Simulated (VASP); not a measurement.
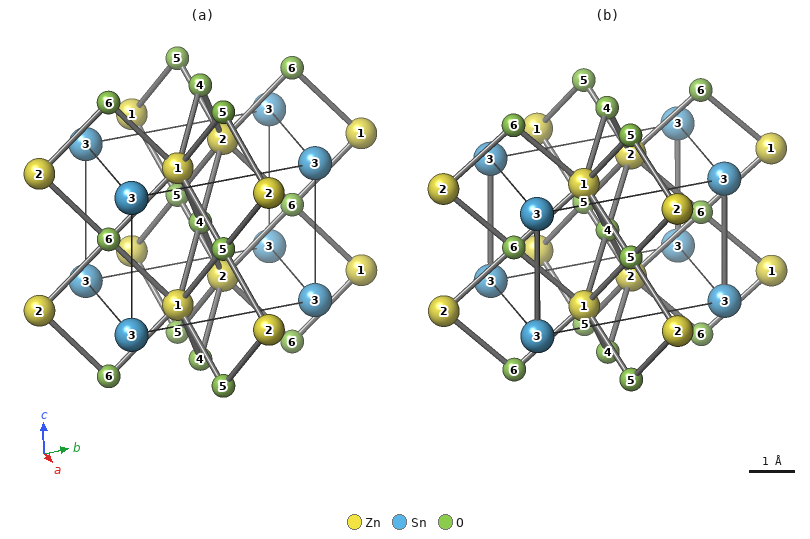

The structure of a crystal of Zn2SnO3 (a generated structure, set up in C2/m) before (left) and after (right) a relaxation, at one scale.

Style: ball-and-stick. Shown: the cell of the calculation, slightly off an axis.

The run lets cell and atoms move.

Theory: Kohn-Sham DFT of a periodic cell, PBE, VASP PAW PBE potentials, recommended in VASP.

Input file:
```
SYSTEM = Zn2SnO3
PREC = Normal
ENCUT = 520
EDIFF = 1E-4
ISMEAR = 0
SIGMA = 0.15
LREAL = .False.
LASPH = .True.
NELM = 60
ALGO = Fast
ISIF = 3
LWAVE = .False.
LCHARG = .False.
GGA = PE
IBRION = 2
NSW = 24
EDIFFG = -0.08
```

Launched with:
```bash
cat potpaw_PBE.64/Zn/POTCAR potpaw_PBE.64/Sn_d/POTCAR potpaw_PBE.64/O/POTCAR > POTCAR
mpirun -np 1 vasp_std > vasp.out
```

What changed between the two?

Answer. Over 6 geometry steps the energy falls by 156 meV per atom. Largest force component: 0.2 eV/Å at the start, 0.034 eV/Å at the end. Pressure: −8.98 GPa at the start and 0.49 GPa at the end. The largest moves relative to the cell, 0.022 Å, are those of Zn1 and Zn2. Zn2 goes along [−1 1 0]. Sn and O stay in place. The drawn cell changes as follows: a = b 5.431 → 5.542 Å (+2.0 %), c 3.147 → 2.807 Å (−10.8 %), α 90.2° → 90.3°, β 90.2° → 90.3°; the volume changes by −7.2 %. Among the contacts that change: Sn3–Sn3 3.147 → 2.807 Å, Zn1–O5 2.226 → 2.121 Å, Zn1–O5 (another image) 2.238 → 2.140 Å, Zn1–O4 2.203 → 2.125 Å. Among the angles between lasting bonds that change: O4–Zn1–O4 91.2° → 82.7°, Zn1–O4–Zn1 91.2° → 82.7°, Zn1–O4–Zn2 88.8° → 97.3°. The space group stays C2/m (No. 12). It ran on 1 thread of Intel(R) Xeon(R) 6975P-C (Granite Rapids), on a shared host.
